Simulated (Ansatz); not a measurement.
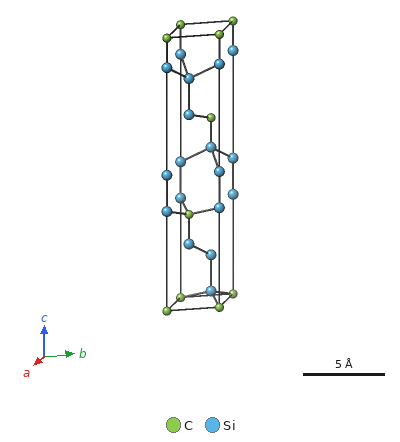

Fig. 1: The structure as given in the input (ball-and-stick view of the cell 3 times as large as that of the calculation, set on its symmetry axes, seen slightly off an axis). An atom can appear more than once, as a periodic image. Near neighbours in the periodic cell (some may lie outside the picture): C has 4 Si at 1.91 to 2.04 Å; Si has 4 Si at 2.23 to 2.34 Å; Si has 3 C at 2.04 Å and 1 Si at 2.34 Å; Si has 1 C at 1.91 Å and 3 Si at 2.23 Å.

**Band-structure calculation of Si3C**

- system: Si3C (R3m, 4 atoms in the cell)
- method: DFT, PBE, plane waves, PAW, no spin polarisation (Ansatz 0.2.0)

The structure was built on a prototype by a generator. The geometry comes from this level: r2SCAN. Figures and captions count atoms from 1; the log counts them from 0 in places.

The program's output
```
basis.fft_grid_basis auto: the FFT boxes are laid along the combinations [[1, 0, -1], [0, 1, -1], [0, 0, 1]] of the cell's own vectors, 3.397, 3.397 and 6.190 Å long. The dense box has 24×24×45 points. Along the cell's own vectors, as sized, it would have 45×45×45, 3.52 times as many. Of the 6 symmetry operations that the crystal satisfies within crystal.symmetry.tolerance (time reversal apart; of a slab, those that keep its plane) the dense box along the cell's own vectors carries 6, and the one as laid loses 4 of those. basis.fft_grid_basis: typed keeps the cell's own vectors: state it where this run's energies or levels are differenced outside the engine with another run's, or held beside a run that keeps those vectors.
scf.n_extra_bands = 5 over 8 filled bands (N_el = 16.0): the run solves 13 bands
Engine: ansatz 0.2.0, x86_64-unknown-linux-gnu
Pseudopotentials: kind: paw
Pseudopotential: C, paw, valence charge 4, recommended cutoff 420 eV (normal), C.paw.azcp
Pseudopotential: Si, paw, valence charge 4, recommended cutoff 420 eV (normal), Si.paw.azcp
Functional definition: PBE
  parameter kappa = 0.804
  parameter beta = 0.06672455060314922
  exchange = pbe_x(kappa = kappa, mu = beta*pi^2/3)
  correlation = pbe_c(beta = beta)
Crystal: 4 atoms, lattice volume = 58.679 Å³
Basis set: ecut = 420 eV, 1147 PW (Γ), FFT grids on a1−a3, a2−a3, a3, exchange–correlation on 48×48×90 points (8 copies of the dense FFT grid, shifted against one another)
Bands: 13, of which v1, the nominal top of the filled ones, is band 8 counted from 1 (7 counted from 0)
Symmetry: 6 space group operations
Space group: R3m (ITA 160), of the structure as read, at distance tolerance 3.9e-5 Å
k-points: 65 of 512 (time reversal used)
Non-local potential: C, projectors of the file, l = 0: 2, l = 1: 2, l = 2: 1
Non-local potential: Si, projectors of the file, l = 0: 2, l = 1: 2, l = 2: 2
PAW form: soft (Blöchl's): semilocal exchange-correlation on the pseudo side does not see the compensation charge
PAW one-centre angular grid: C, 110 points (default); XC on 64 Gauss nodes
PAW one-centre angular grid: Si, 110 points (default); XC on 64 Gauss nodes
Initial density: superposition of atomic densities (neutral atoms: chi_scale 0, normalization atom), corrected by the library's trained network
Initial wavefunctions: pseudopotential atomic-orbital guess
Functional: x = pbe(κ = 0.804, μ = 0.2195149727645171), c = pbe(β = 0.06672455060314922)
SCF iter   1: F=—  HF=-2157.123274 eV  |F-HF|=—  |Δ(HF+E_count)|=         —  Δρ=4.35e-3  dr2=2.05e-2  ethr=1.77e-3  ⟨swp⟩=6.7  Hψ=6038  notcnv=0
preconditioner: auto → Kerker (q_TF=auto, 2.197 Å⁻¹)  [metal: Δε(μ)=0.012 eV  Ē_g=9.654 eV  σ=0.020 eV  W_gap=0.14  n_scr=10 (ndim 8)  ℏωp=19.4 eV  f_vac=0.000  D(μ)=1.24/eV (n_scr^D=2)]
SCF iter   2: F=—  HF=-2157.120147 eV  |F-HF|=—  |Δ(HF+E_count)|=   3.13e-3  Δρ=1.56e-3  dr2=2.56e-3  ethr=1.28e-4  ⟨swp⟩=2.0  Hψ=1551  notcnv=0  defer=37
SCF iter   3: F=—  HF=-2157.119929 eV  |F-HF|=—  |Δ(HF+E_count)|=   2.17e-4  Δρ=8.04e-4  dr2=6.30e-4  ethr=1.60e-5  ⟨swp⟩=1.0  Hψ=795  notcnv=0  defer=50
SCF iter   4: F=—  HF=-2157.119903 eV  |F-HF|=—  |Δ(HF+E_count)|=   2.66e-5  Δρ=1.55e-4  dr2=1.70e-5  ethr=3.94e-6  ⟨swp⟩=2.3  Hψ=1247  notcnv=0  defer=50
SCF iter   5: F=—  HF=-2157.119923 eV  |F-HF|=—  |Δ(HF+E_count)|=   2.03e-5  Δρ=4.11e-5  dr2=1.12e-6  ethr=1.06e-7  ⟨swp⟩=2.3  Hψ=1229  notcnv=0  defer=50
SCF iter   6: F=-2157.119923 eV  HF=-2157.119923 eV  |F-HF|=1.03e-8  |Δ(HF+E_count)|=   4.73e-8  Δρ=5.33e-6  dr2=1.92e-8  ethr=6.25e-10  ⟨swp⟩=8.5  Hψ=4565  notcnv=0
SCF 1 converged in 6 iterations: F = -2157.119923 eV  dr2 = 1.92e-8
  greatest PAW one-centre occupation: 0.651 electrons in one spin orbital (limit 2), on the Si atom at site 1 (counted from 0), in its partial waves of l = 0
NSCF: frozen V_eff on 73 k-points
SCF converged after 6 iterations
Free energy (F): -2157.119923 eV
Harris-Foulkes:  -2157.119923 eV  (|F-HF|=1.03e-8)
Internal energy: -2157.118087 eV  (E = F + TS)
E sigma→0 (E₀):  -2157.119005 eV
Entropy (-TS):   -0.001836 eV (-0.459 meV/atom)
Fermi energy:    8.876027 eV
--- Per-component energies (eV) ---
  E_band       = 35.594137
  E_kinetic    = 212.354510
  E_local      = -174.855990  (includes V_loc(G=0)·N_el)
  E_nonlocal   = 104.122745
  E_hartree    = 54.608011
  E_xc         = -214.953001
  E_vxc        = -201.644083  (∫ρ·V_xc dr)
  E_paw        = -1637.259809  (= ΣΔE_a)
  E_vpaw       = -13.598599  (= ΣTr[D̂ρ^β])
  E_aug_tail   = 0.000024  (compensation charges beyond the density's cutoff)
  E_ewald      = -501.134578
  E_smearing   = -0.001836  (= −TS)
  E_closure    = -0.000000  (closes the sum)
  Σ components = -2157.119923   (vs F -2157.119923, Δ=0.00e0)
--- Forces (eV/Å), atoms counted from 1 ---
  atom   1  C      0.00000000    -0.00000000     0.10353034
  atom   2  Si     0.00000000     0.00000000    -0.25107681
  atom   3  Si     0.00000000     0.00000000    -0.11460301
  atom   4  Si    -0.00000000    -0.00000000     0.26214213
  max |Σ_I F_I| component: 7.35e-6 eV/Å
--- Stress (GPa, compression-positive) ---
        1.219968       0.000000       0.000000
        0.000000       1.219968       0.000000
        0.000000      -0.000000       2.493736
  P = ⅓ Tr σ = 1.6446 GPa (16.446 kbar)
--- Band table (eV; the first three rows and the last of 65) ---
  k-point 0: bands = ["-6.3256", "-2.8671", "-0.2717", "5.7330", "5.7330", "7.1644", "8.9363", "9.5315", "9.5315", "11.3721", "12.1660", "12.1660", "12.8204"]
  k-point 1: bands = ["-6.1120", "-2.6645", "-0.0631", "4.5592", "5.4741", "6.9396", "7.9584", "8.8825", "9.7432", "11.3373", "12.1622", "12.5844", "12.7528"]
  k-point 2: bands = ["-5.4959", "-2.0831", "0.4160", "2.7784", "4.9568", "5.3806", "6.3720", "7.9367", "10.0964", "10.7791", "12.2742", "13.0658", "13.7349"]
  k-point 64: bands = ["-6.0605", "-3.9575", "2.5213", "3.6311", "5.7457", "5.7457", "9.2573", "9.2573", "9.9081", "11.4619", "12.5930", "12.5930", "13.5400"]
```

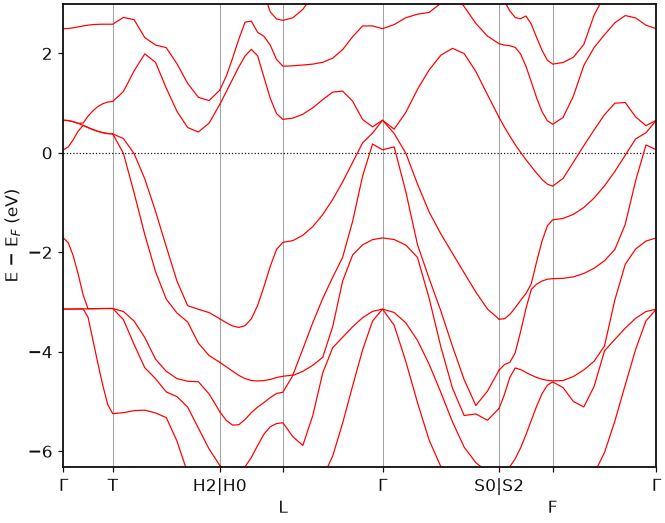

Fig. 2: Band structure along Γ–T–H2|H0–L–Γ–S0|S2–F–Γ, with energies from the Fermi level. Bands cross the Fermi level: a metal at this level of theory.

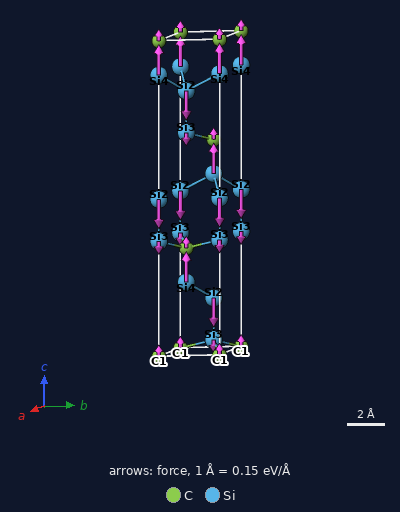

Fig. 3: Forces on the atoms as pink arrows (ball-and-stick view of the cell 3 times as large as that of the calculation, set on its symmetry axes, seen slightly off an axis; atoms are numbered from 1 in the order of the input). The largest act on Si4 (0.26 eV/Å); Si2 (0.25 eV/Å); Si3 (0.11 eV/Å); C1 (0.10 eV/Å). The geometry is not a stationary point of this energy.

The run was set up as follows.

Input file
```yaml
crystal:
  lattice:
    - [1.69860922, 0.9806924904, 5.8709470658]
    - [-1.69860922, 0.9806924904, 5.8709470658]
    - [0.0, -1.9613849808, 5.8709470658]
  atoms:
    - { symbol: C, position: [0.9989692145, -0.0010307855, -0.0010307855] }
    - { symbol: Si, position: [0.4966194396, 0.4966194396, 0.4966194396] }
    - { symbol: Si, position: [0.363877782, 0.363877782, 0.363877782] }
    - { symbol: Si, position: [0.8905335639, 0.8905335639, 0.8905335639] }
kpoints:
  mp_grid: { grid: [8, 8, 8] }
  band_path:
    path:
      - [[0.0, 0.0, 0.0], [-0.5, -0.5, -0.5], [-0.5, -0.1852686011769, -0.8147313988231]]
      - [[-0.1852686011769, 0.1852686011769, -0.5], [3.715257531887e-16, 4.422047461102e-16, -0.5], [0.0, 0.0, 0.0], [3.887272748157e-16, 0.3426343005884, -0.3426343005884]]
      - [[-0.3426343005884, 4.25750640768e-16, -0.6573656994116], [-0.5, 2.387258068178e-16, -0.5], [0.0, 0.0, 0.0]]
    npoints: 10
hamiltonian:
  xc: pbe
scf:
  occupations: { method: fermi_dirac, width: 0.02 }
  n_extra_bands: 5
output:
  forces: true
  stress: true
  eigenvalues: true
```

Launch command:
```bash
ansatz run input.yaml --threads 2 --pin off --max-ram 2211MiB --backend cpu --events-out ev --progress --plain --runs-dir out
```

Results in brief

- outcome: converged
- space group (tolerance 0.01 Å): R3m (160)
- electrons treated: 16
- free energy: −2157.1199 eV
- Fermi energy: 8.876 eV
- band gap: none (metallic)
- pressure: 1.64 GPa
- largest force (length of the vector): 0.262 eV/Å
- hardware: 2 threads of AMD EPYC (Zen 3), 32 GiB of memory available, shared host
- wall time: 5.5 s (CPU time 10 s)
- peak memory: 0.4 GiB
